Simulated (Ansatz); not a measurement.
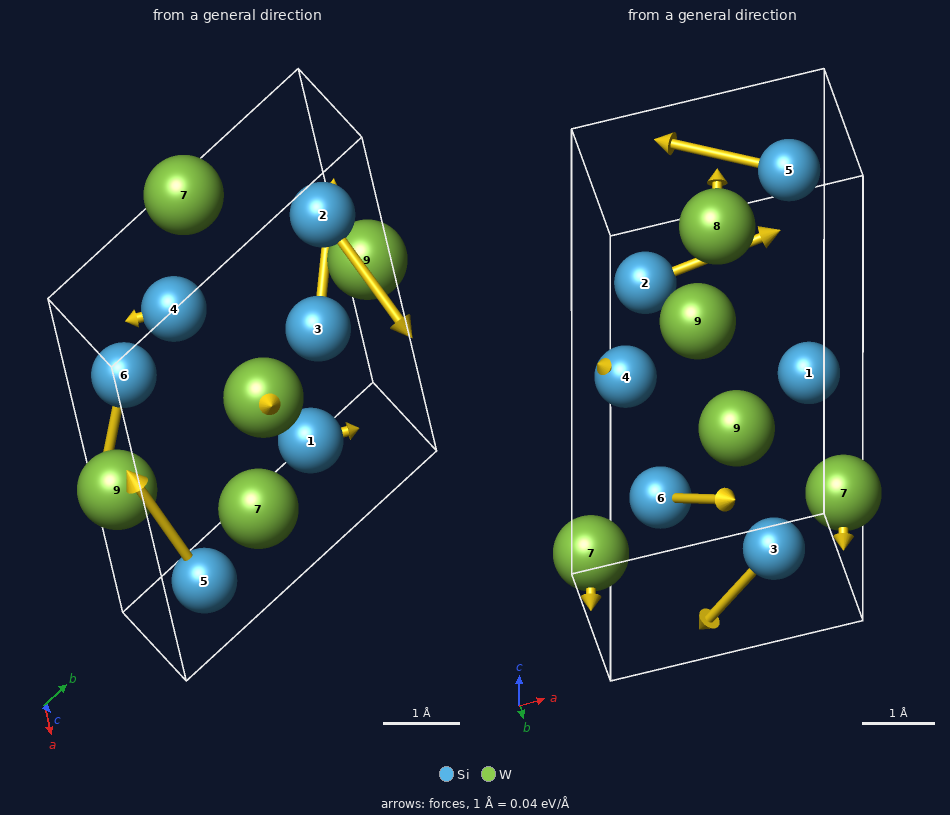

The image is a spheres-only drawing of a crystal, viewed from two general directions. The edges of the simulation cell are marked. The arrows are the computed forces on the atoms.

System: Si2W. Level of theory: Ansatz, DFT r2SCAN, scalar-relativistic, plane waves, PAW. Settings were a kinetic-energy cutoff of 500 eV, Brillouin-zone sampling on a 12×12×6 mesh, Gaussian smearing of 0.03 eV, no spin polarisation.

**Is the structure at a minimum of the energy?**

No. The atoms still feel forces of up to about 0.066 eV/Å, above a usual threshold of 0.01 to 0.03 eV/Å.

**Which atom has the biggest force on it?**

Si2, Si3, Si5 and Si6, about 0.066 eV/Å.

Source of the structure: a structure listed in the Materials Project. The cell was then strained or its atoms displaced on purpose. Ansatz was used for an electronic-structure calculation on it.
